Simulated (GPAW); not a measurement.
# NaF (Villiaumite): one start, several treatments of the self-energy

Aim: compare treatments of exchange, screening and correlation for the gap of NaF (Villiaumite).

Method: PBE and many-body steps on it, plane waves, in GPAW 26.7.0.

**1. The structure**

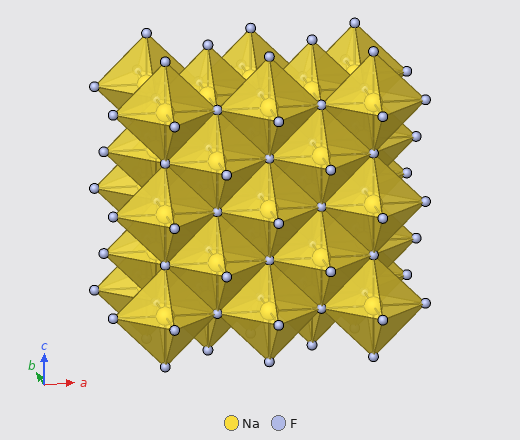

The cell as given, slightly off an axis (sodium yellow, fluorine light blue). 2×1×2 cells are drawn. This picture shows the conventional cell, with its axes. Some periodic images of atoms are drawn too.

Structure file:

```cif
data_structure
_symmetry_space_group_name_H-M 'P 1'
_symmetry_Int_Tables_number 1
_cell_length_a 3.2810
_cell_length_b 3.2810
_cell_length_c 3.2810
_cell_angle_alpha 60.000
_cell_angle_beta 60.000
_cell_angle_gamma 60.000
_cell_volume 24.97
loop_
_atom_site_label
_atom_site_type_symbol
_atom_site_fract_x
_atom_site_fract_y
_atom_site_fract_z
_atom_site_occupancy
Na1 Na 0.00000 0.00000 0.00000 1
F2 F 0.50000 0.50000 0.50000 1
```

The cell and positions come from the Crystallography Open Database and are kept as given unless a step says otherwise.

**2. Empty states on the mesh, 6×6×6 mesh, 89 bands**

This step: GPAW 26.7.0; DFT, PBE, plane waves, PAW.

The sums over transitions need many empty states on a uniform mesh; this step solves for them.

File run.py:

```python
import json
import numpy as np
from gpaw.mpi import world
from gpaw import GPAW

calc = GPAW('gs.gpw').fixed_density(kpts={'size': (6, 6, 6), 'gamma': True},
    parallel={'domain': 1, 'band': 1},
    txt='nscf.txt')
calc.diagonalize_full_hamiltonian(nbands=89)
calc.write('full.gpw', mode='all')
res = {}
kpts = calc.get_ibz_k_points()
res['kpts'] = kpts
res['eigenvalues'] = [calc.get_eigenvalues(kpt=k) for k in range(len(kpts))]
res['n_electrons'] = calc.get_number_of_electrons()

if world.rank == 0:
    with open('result.json', 'w') as f:
        json.dump(res, f, default=lambda x: x.tolist())
```

The run is started by

```
> mpirun -n 4 gpaw python run.py
```

Numbers of over 12 decimals in the logs are rounded to 6 here.

The program printed:

```text
Diagonalizing LCAO Hamiltonian
Converting LCAO to pw mode
convergence criteria:
- Maximum integral of absolute [eigenst]ate change: 4e-08 eV^2 / valence electron
maximum number of iterations: 100

SCF iterations
|iter     |     time |      energy | eigst |  dens |
|iter:   1|  |             | +1.95 |       |
|iter:   2|  |             | +0.55 |       |
|iter:   3|  |             | -1.06 |       |
|iter:   4|  |             | -3.30 |       |
|iter:   5|  |             | -5.23 |       |
|iter:   6|  |             | -7.16 |       |
|iter:   7|  |             | -8.20c|       |
SCF steps: 7
  __  _  _
 | _ |_)|_||  |
 |__||  | ||/\| - 26.7.0

Input parameters:
  mode=PW(ecut=600.0),
  convergence={'density': 1e-06, 'bands': -3},
  gpts=array([20, 20, 20]),
  kpts=MonkhorstPack(size=(6, 6, 6), gamma=True),
  maxiter=100,
  nbands=14,
  occupations=Occupations(name='fermi-dirac', width=0.001, fixmagmom=False),
  parallel={'domain': 1, 'band': 1},
  xc=XC(name='PBE')
Matrix size: 869x869
# Writing to full.gpw (mode='all')
  [... matrices ...]

timing:  # [seconds]
  Total: 2.284  # ━━━━━━━━━━━━━━━━━━━━━━━━━━━━━━━━━━━━━━━━━━━━━━━━━━━━━━━━━━━
```

Run time: 5.2 s. Hardware: 4 MPI ranks of Arm Neoverse V2, shared host; peak memory 0.89 GiB; 20 s of CPU time.

Numbers from this step:

```yaml
gap: 6.307 eV
k_of_the_valence_top: 0, 0, 0
k_of_the_conduction_bottom: 0, 0, 0
least_direct_gap: 6.307 eV
k_points_computed: 16
lowest_point_of_the_top_converged_band_above_the_valence_top: 121.4863 eV
```

On this mesh the gap is 6.307 eV.

**3. G0W0, Godby-Needs plasmon pole**

G0W0 replaces the xc potential by the self-energy, built once from these orbitals. Only a window of levels is corrected, while the sums run over the empty bands that the input names.

This step: G0W0 with a vertex from the rALDA kernel on PBE, plane waves, PAW.

File run.py:

```python
import json
import numpy as np
from gpaw.mpi import world
from gpaw.response.g0w0 import G0W0

gw = G0W0('full.gpw',
    filename='gw',
    kpts=[0],
    bands=(5, 9),
    ecut=125,
    nbands=79,
    integrate_gamma='WS',
    ppa=True,
    xc='rALDA',
    fxc_mode=None,
    fxc_modes=['GWP', 'GWS', 'GWG'],
    do_GW_too=True)
gw.calculate()
res = {mode: {k: v for k, v in r.items() if k != 'sigma_eskwn'}
       for mode, r in gw.all_results.items()}

if world.rank == 0:
    with open('result.json', 'w') as f:
        json.dump(res, f, default=lambda x: x.tolist())
```

The run is started by

```
> mpirun -n 4 gpaw python run.py
```

The program printed:

```text
Using integrator: PointIntegrator
FrequencyGridDescriptor(from 0.000+0.000j to 0.000+27.211j eV, 2 points)
Nonperiodic BCs:  [False False False]
Using integrator: PointIntegrator
FrequencyGridDescriptor(from 0.000+0.000j to 0.000+27.211j eV, 2 points)
Nonperiodic BCs:  [False False False]
  ___  _ _ _
 |   || | | |
 | | || | | |
 |__ ||_____|
 |___|

BZ k-points: Symmetries present (total): 48

  [... matrices ...]
216 k-points: 6 x 6 x 6 Monkhorst-Pack grid + [1/12,1/12,1/12]
16 k-points in the irreducible part of the Brillouin zone
       k-points in crystal coordinates                weights
   0:     0.00000000    0.00000000    0.00000000          1/216
   1:     0.16666667    0.16666667    0.00000000          6/216
   2:     0.16666667    0.16666667    0.16666667          8/216
   3:     0.33333333    0.16666667    0.16666667         12/216
   4:     0.33333333    0.33333333   -0.33333333         12/216
   5:     0.33333333    0.33333333    0.00000000          6/216
   6:     0.33333333    0.33333333    0.16666667         24/216
   7:     0.33333333    0.33333333    0.33333333          8/216
   8:     0.50000000    0.33333333   -0.33333333         24/216
   9:     0.50000000    0.33333333   -0.16666667         12/216
          ...
  15:     0.50000000    0.50000000    0.50000000          4/216

Distributing spins, k-points and bands (1 x 1 x 4) over 4 processes
Number of blocks: 1

Quasi particle states:
k-points (IBZ indices): [0]
Band range: (5, 9)
  [... matrices ...]
Computational parameters:
Plane wave cut-off: 125 eV
Number of bands: 79
Coulomb cutoff: None
Broadening: 0.1 eV

fxc modes: GW, GWG, GWP, GWS
Kernel: rALDA
Using Godby-Needs plasmon-pole approximation:
  Fitting energy: i*E0, E0 = 1.000 Hartree
Summing all q:

Calculating screened Coulomb potential
No Coulomb truncation
FrequencyGridDescriptor(from 0.000+0.000j to 0.000+27.211j eV, 2 points)
Removing empty qpoint cache files...

Calculating chi0 body with:
    Ground state adapter containing:
    Number of spins: 1
    Number of kpoints: 216
    Number of irreducible kpoints: 16
    Number of completely occupied states: 7
    Number of partially occupied states: 7
    Occupied states memory: 0.8544921875 M / cpu

    Linear response parametrization:
    q_c: [1.3877787807814457e-17, 1.3877787807814457e-17, 1.3877787807814457e-17]
    Number of frequency points: 2
    Planewave cutoff: 125.0
    Number of bands: 79
    Number of planewaves: 65
    Broadening (eta): 1e-06
    comm.size: 4
    kncomm.size: 4
    blockcomm.size: 1

    Memory estimate of potentially large arrays:
        chi0_wGG: 0.128937 M / cpu
Integrating chi0 body.

Symmetries of q_c:
    Direct symmetries (Uq -> q): 48
    Indirect symmetries (TUq -> q): 0
In total 48 allowed symmetries.

  [... matrices ...]
16 groups of equivalent kpoints. 92.592593% reduction.

Integral kind: response function
Integrating chi0 head and wings.

Symmetries of q_c:
    Direct symmetries (Uq -> q): 48
    Indirect symmetries (TUq -> q): 0
In total 48 allowed symmetries.

  [... matrices ...]
16 groups of equivalent kpoints. 92.592593% reduction.

Integral kind: response function wings
Calculating rALDA kernel at 125.0 eV cutoff
q point 0 complete
q point 1 complete
q point 2 complete
q point 3 complete
q point 4 complete
q point 5 complete
q point 6 complete
q point 7 complete
q point 8 complete
q point 9 complete
q point 10 complete
[... the further q-points ...]

Results:
f:      Occupation numbers
eps:     KS-eigenvalues [eV]
vxc:     KS vxc [eV]
exx:     Exact exchange [eV]
sigma:   Self-energies [eV]
dsigma:  Self-energy derivatives
Z:       Renormalization factors
qp:      QP-energies [eV]

k-point 0 (0): (0.000, 0.000, 0.000)                GWP
band       f     eps     vxc     exx   sigma  dsigma       Z      qp
                                                                  GWP
   5   1.000  -1.755 -23.616 -31.289   4.810  -0.240   0.806  -4.063
   6   1.000  -1.755 -23.616 -31.289   4.810  -0.240   0.806  -4.063
   7   0.000   4.552 -10.086  -5.862  -2.728  -0.114   0.898   5.895
   8   0.000  17.233  -7.089  -2.119  -3.270  -0.119   0.894  18.753
                                                                  GWS
   5   1.000  -1.755 -23.616 -31.289   4.499  -0.207   0.828  -4.384
   6   1.000  -1.755 -23.616 -31.289   4.499  -0.207   0.828  -4.384
[...]
GWG
[...]
GW
[...]
6   1.000  -1.755 -23.616 -31.289   4.508  -0.222   0.818  -4.343
   7   0.000   4.552 -10.086  -5.862  -2.598  -0.105   0.905   6.022
   8   0.000  17.233  -7.089  -2.119  -3.078  -0.120   0.893  18.923
```

The job ended after 57 s (4 MPI ranks; peak memory 1.5 GiB; 3.8 min of CPU time).

This step gave:

- gap with the vertex in the polarisability: 9.959 eV
- gap with the vertex in the self-energy: 10.86 eV
- gap with the vertex in both: 10.48 eV
- G0W0 gap on the points computed: 10.37 eV
- least direct G0W0 gap on the computed points: 10.37 eV
- Z at the valence top: 0.8181
- Z at the conduction bottom: 0.9047
- starting gap on the mesh: 6.307 eV
- k of the valence top: 0, 0, 0
- k of the conduction bottom: 0, 0, 0

The gap on the mesh goes from 6.31 eV to 10.37 eV, a correction of +4.06 eV.

**4. G0W0 with rALDA vertex**

run.py, as its differences from that of step 3:

```diff
@@ -9,4 +9,4 @@
     bands=(5, 9),
-    ecut=125,
-    nbands=79,
+    ecut=75,
+    nbands=36,
     integrate_gamma='WS',
@@ -14,5 +14,3 @@
     xc='rALDA',
-    fxc_mode=None,
-    fxc_modes=['GWP', 'GWS', 'GWG'],
-    do_GW_too=True)
+    fxc_mode='GWG')
 gw.calculate()
```

The run is started by

```
> mpirun -n 4 gpaw python run.py
```

The program printed:

```text
Using integrator: PointIntegrator
FrequencyGridDescriptor(from 0.000+0.000j to 0.000+27.211j eV, 2 points)
Nonperiodic BCs:  [False False False]
Using integrator: PointIntegrator
FrequencyGridDescriptor(from 0.000+0.000j to 0.000+27.211j eV, 2 points)
Nonperiodic BCs:  [False False False]
  ___  _ _ _
 |   || | | |
 | | || | | |
 |__ ||_____|
 |___|

BZ k-points: Symmetries present (total): 48

  [... matrices ...]
216 k-points: 6 x 6 x 6 Monkhorst-Pack grid + [1/12,1/12,1/12]
16 k-points in the irreducible part of the Brillouin zone
       k-points in crystal coordinates                weights
   0:     0.00000000    0.00000000    0.00000000          1/216
   1:     0.16666667    0.16666667    0.00000000          6/216
   2:     0.16666667    0.16666667    0.16666667          8/216
[...]
9:     0.50000000    0.33333333   -0.16666667         12/216
          ...
  15:     0.50000000    0.50000000    0.50000000          4/216

Distributing spins, k-points and bands (1 x 1 x 4) over 4 processes
Number of blocks: 1

Quasi particle states:
k-points (IBZ indices): [0]
Band range: (5, 9)
  [... matrices ...]
Computational parameters:
Plane wave cut-off: 75 eV
Number of bands: 36
Coulomb cutoff: None
Broadening: 0.1 eV

fxc modes: GWG
Kernel: rALDA
Using Godby-Needs plasmon-pole approximation:
  Fitting energy: i*E0, E0 = 1.000 Hartree
Summing all q:

Calculating screened Coulomb potential
No Coulomb truncation
FrequencyGridDescriptor(from 0.000+0.000j to 0.000+27.211j eV, 2 points)
Removing empty qpoint cache files...

Calculating chi0 body with:
    Ground state adapter containing:
    Number of spins: 1
    Number of kpoints: 216
    Number of irreducible kpoints: 16
    Number of completely occupied states: 7
    Number of partially occupied states: 7
    Occupied states memory: 0.8544921875 M / cpu

    Linear response parametrization:
    q_c: [1.3877787807814457e-17, 1.3877787807814457e-17, 1.3877787807814457e-17]
    Number of frequency points: 2
    Planewave cutoff: 75.0
    Number of bands: 36
    Number of planewaves: 27
    Broadening (eta): 1e-06
    comm.size: 4
    kncomm.size: 4
    blockcomm.size: 1

    Memory estimate of potentially large arrays:
        chi0_wGG: 0.022247 M / cpu
Integrating chi0 body.

Symmetries of q_c:
    Direct symmetries (Uq -> q): 48
    Indirect symmetries (TUq -> q): 0
In total 48 allowed symmetries.

  [... matrices ...]
16 groups of equivalent kpoints. 92.592593% reduction.

Integral kind: response function
Integrating chi0 head and wings.

Symmetries of q_c:
    Direct symmetries (Uq -> q): 48
    Indirect symmetries (TUq -> q): 0
In total 48 allowed symmetries.

  [... matrices ...]
16 groups of equivalent kpoints. 92.592593% reduction.

Integral kind: response function wings
Calculating rALDA kernel at 75.0 eV cutoff
q point 0 complete
q point 1 complete
q point 2 complete
[...]
q point 9 complete
q point 10 complete
[... the further q-points ...]

Results:
f:      Occupation numbers
eps:     KS-eigenvalues [eV]
vxc:     KS vxc [eV]
exx:     Exact exchange [eV]
sigma:   Self-energies [eV]
dsigma:  Self-energy derivatives
Z:       Renormalization factors
qp:      QP-energies [eV]

k-point 0 (0): (0.000, 0.000, 0.000)                GWG
band       f     eps     vxc     exx   sigma  dsigma       Z      qp
                                                                  GWG
   5   1.000  -1.755 -23.616 -31.289   4.761  -0.216   0.822  -4.149
   6   1.000  -1.755 -23.616 -31.289   4.761  -0.216   0.822  -4.149
   7   0.000   4.552 -10.086  -5.862  -2.184  -0.093   0.915   6.418
   8   0.000  17.233  -7.089  -2.119  -2.467  -0.097   0.912  19.516
```

The job ended after 18 s (4 MPI ranks; peak memory 1.1 GiB).

This step gave:

```
quasiparticle gap on the points computed              : 10.57 eV
least direct quasiparticle gap on the computed points : 10.57 eV
Z at the valence top                                  : 0.8222
Z at the conduction bottom                            : 0.9149
starting gap on the mesh                              : 6.307 eV
k of the valence top                                  : 0, 0, 0
k of the conduction bottom                            : 0, 0, 0
```

Against G0W0 in GPAW (6×6×6 mesh, 79 bands, screening to 125 eV, Godby-Needs plasmon pole), the gap moves by +0.201 eV.

**5. The runs together**

Times are wall times on 4 MPI ranks of Arm Neoverse V2, shared host, good to a factor of about two.

```tsv
run	mesh	bands	screening cutoff (eV)	DFT gap (eV)	gap on the mesh (eV)	direct (eV)	time
G0W0, Godby-Needs plasmon pole	6×6×6	79	125	6.307	10.366	10.366	57 s
G0W0 with rALDA vertex	6×6×6	36	75	6.307	10.566	10.566	18 s
```

**6. What came out**

| Item | Value |
| --- | --- |
| G0W0, Godby-Needs plasmon pole | 10.366 eV |
| G0W0 with rALDA vertex | 10.566 eV |
| known limits | not at the basis limit |

G0W0 with rALDA vertex: +0.201 eV against G0W0, Godby-Needs plasmon pole, at other bands or cutoff, so not like for like. With the rALDA kernel as a vertex the gap is 9.96 eV (in the polarisability), 10.86 eV (in the self-energy) and 10.48 eV (in both), against 10.37 eV without. Bands and cutoff are finite, so the gap is not at the basis limit. The miss can reach some tenths of an eV and take either sign; the mesh is an error of its own. These stock PAW sets were not made for GW. In the G0W0 runs levels were corrected at 1 k point alone, so a gap called «on the mesh» is the least over those, and an edge elsewhere would be missed.

[Paths, hosts, dates, memory and timing lines, banners, echoed tables and standing remarks are left out of the program output.]

[Logs are printed without paths, hosts, clocks, repeated set-up lines and the standing remarks that a program may print on its own settings, such as how far it seeks lower states.]

[Runs of the session that timed out or met a known fault of the program may be left out.]

[Hosts, paths, dates, database ids (printed as entryN), source tags and the programs' standing remarks are cut or masked in the printed files.]
